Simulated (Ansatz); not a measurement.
Mg

Space group Fm-3m. This isn't the usual form at ambient conditions. The cell comes from a database of computed structures, not from a measurement.

Input file:

```
crystal:
  lattice:
    - [0.0, 2.244256, 2.244256]
    - [2.244256, 0.0, 2.244256]
    - [2.244256, 2.244256, 0.0]
  atoms:
    - { symbol: Mg, position: [0.0, 0.0, 0.0] }
basis:
  ecutwfc: 420
  fft_grid_basis: typed
kpoints:
  mp_grid: { grid: [14, 14, 14] }
hamiltonian:
  xc: pbe
  pseudopotentials: { kind: paw }
scf:
  occupations: { method: gaussian, width: 0.05 }
output:
  forces: true
  stress: true
  eigenvalues: true
  bader: true
  write_density: true
  volumetric_format: npy
  elf: true
```

Run with:

```sh
ansatz run input.yaml --threads 1 --pin off --max-ram 2560MiB --backend cpu --events-out ev --progress --plain --runs-dir out
```

The picture shows the conventional cell (a = 4.49 Å, b = 4.49 Å, c = 4.49 Å, α = 90.00°, β = 90.00°, γ = 90.00°).

The calculation used Ansatz 0.2.0, DFT PBE, scalar-relativistic, plane waves, PAW.

How does the converged density differ from a superposition of free atoms?

Answer. Mg–Mg (3.17 Å): Δρ is +0.007 e/Å³ at the midpoint.
Over the whole cell, outside the masked cores, the largest gain, 0.019 e/Å³, lies 1.9 Å from a magnesium nucleus, and the largest loss lies at the edge of the masked core of Mg.
The rearranged charge, half the integral of |Δρ|, is about 0.12 e an atom.

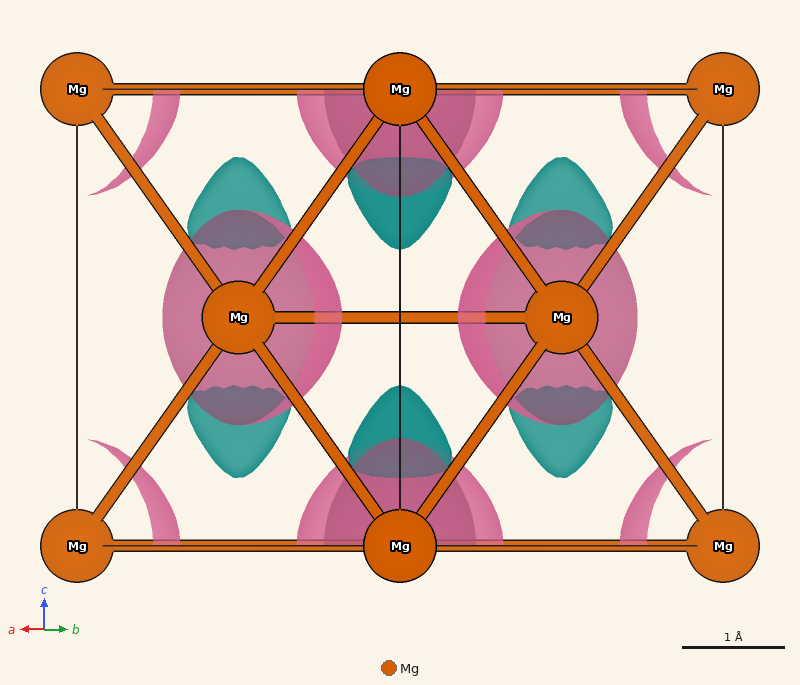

Computed deformation density: teal surfaces at +0.015 and pink ones at −0.015 e/Å³, in the conventional cell seen along [110] (the regions close to the nuclei are left out).

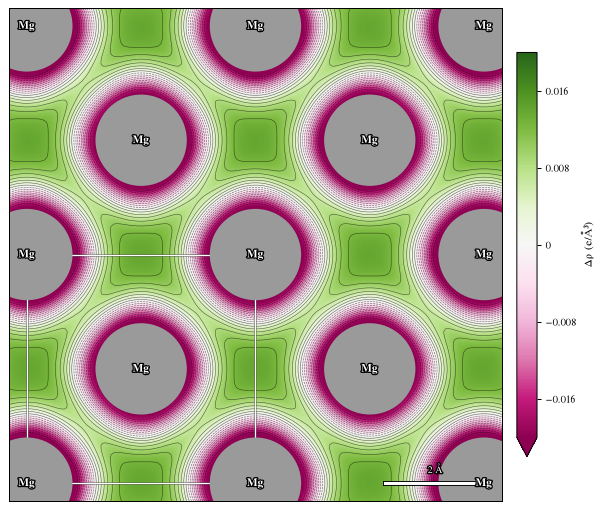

Computed deformation density: a map on the (100) plane of the conventional cell, with grey discs over the atomic cores.

Cores are masked to 0.9 Å (Mg).

In a PAW calculation such maps are meaningful between the atoms, not at the nuclei.
